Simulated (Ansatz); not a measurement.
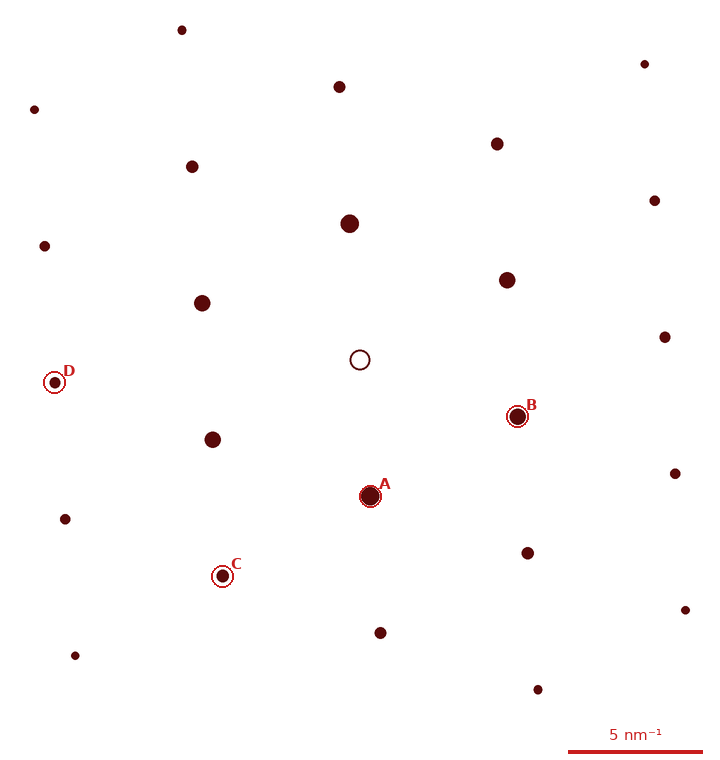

Kinematic zone-axis pattern, calculated for 120 keV electrons with B = 0.8 Å². The zone axis points towards the electron source and the pattern is seen from the source side.

Lu, space group Im-3m (No. 229), a = 3.90 Å. Structure: the input geometry of an electronic-structure calculation (not necessarily at equilibrium); the starting structure was generated, so it need not be a known form of this composition.

```
atom  site  symmetry       x       y       z
  Lu    2a      m-3m  0.0000  0.0000  0.0000
```

Spot A is indexed 0 0 -2 and spot B -1 2 -1.

Question: Index the other marked spots.

Answer: C = 2A − B = 1 -2 -3 (d = 1.042 Å). D = A − 2B = 2 -4 0 (d = 0.872 Å).

Question: Find the zone axis.

Answer: The cross product of A and B is parallel to [210]; every spot obeys hu + kv + lw = 0.
